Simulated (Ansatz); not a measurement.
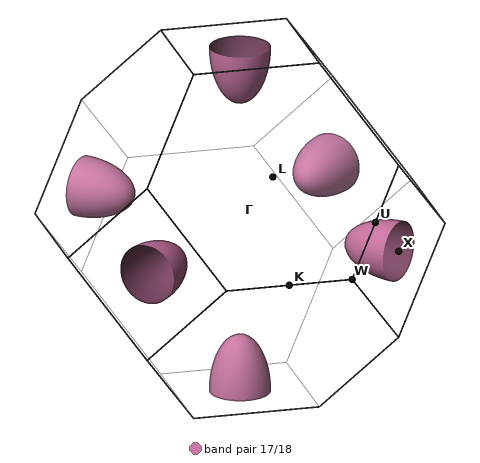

Constant-energy surfaces of BaS (Fm-3m), 0.30 eV above the conduction-band minimum (one colour a band).

All numbers here come from DFT PBE, spin-orbit coupling, plane waves, PAW; levels and slopes on a dense k mesh at the converged density in Ansatz 0.2.0. Non-magnetic. With an inversion centre and no moment every band is doubly degenerate; a pair is shown and named once. Mesh 28×28×28, interpolated with the band slopes. The geometry was not relaxed.

Masses come from a second pass at points close to the extrema; at the energies drawn a band may no longer be parabolic.

Describe the band extrema that these surfaces surround.

Band pair 17/18 forms the conduction edge. Within this energy: three equivalent minima at X, principal masses 0.34, 0.34 and 1.29 mₑ.

And the gap?

The gap is indirect, 2.16 eV at this level of theory, which underestimates gaps and can reorder valleys that lie close.

Where one band's surface lies inside another's, the outer one hides all or part of it.

Cost: 3.8 min on 1 thread of Arm Neoverse V2 (shared host), peak memory 1.2 GiB.
